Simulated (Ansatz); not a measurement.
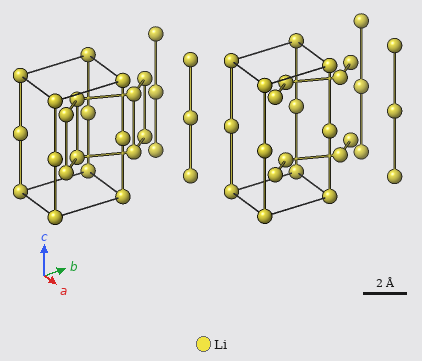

Two geometries of crystalline Li (a generated structure, set up in P6/mmm) (coarse preliminary run), drawn at one scale. One is the start of a relaxation, the other its converged end. Style: ball-and-stick. Shown: the cell of the calculation, repeated 1 × 2 × 1 with one cell outlined, slightly off an axis.

The calculation used DFT PBE, scalar-relativistic, plane waves, PAW (Ansatz). (plane-wave cutoff 420 eV; k-point mesh 6 × 6 × 4; occupations gaussian; smearing width 0.1 eV; no spin polarisation; cell and atoms relaxed; force threshold 0.04 eV/Å; at most 70 steps)

Which one is relaxed?

Answer. The left one is the relaxed one. Over 3 accepted moves (4 points after the start) the energy falls by 0.343 eV per cell of the calculation. The largest force component goes from 0.4 to 0.0033 eV/Å. The pressure goes from 0.31 to −0.07 GPa. At 1 point the geometry stayed and the basis and grid were re-selected for the new cell (energy shift of 0.1 meV per cell of the calculation at most each time). The largest moves relative to the cell, 0.26 Å, are those of Li atoms. The drawn cell changes as follows: a = b 4.754 → 4.957 Å (+4.3 %), c 6.454 → 5.729 Å (−11.2 %); the volume changes by −3.5 %. Some distances before and after: Li–Li 3.821 → 2.862 Å, Li–Li 3.227 → 2.865 Å, Li–Li 2.633 → 2.868 Å, Li–Li 2.745 → 2.862 Å. New bonds form: Li–Li (3.82 → 2.86 Å). The space group stays P6/mmm (No. 191). Cost: 12 s on 1 thread of Arm Neoverse V1, on a shared host, peak memory 0.33 GiB.
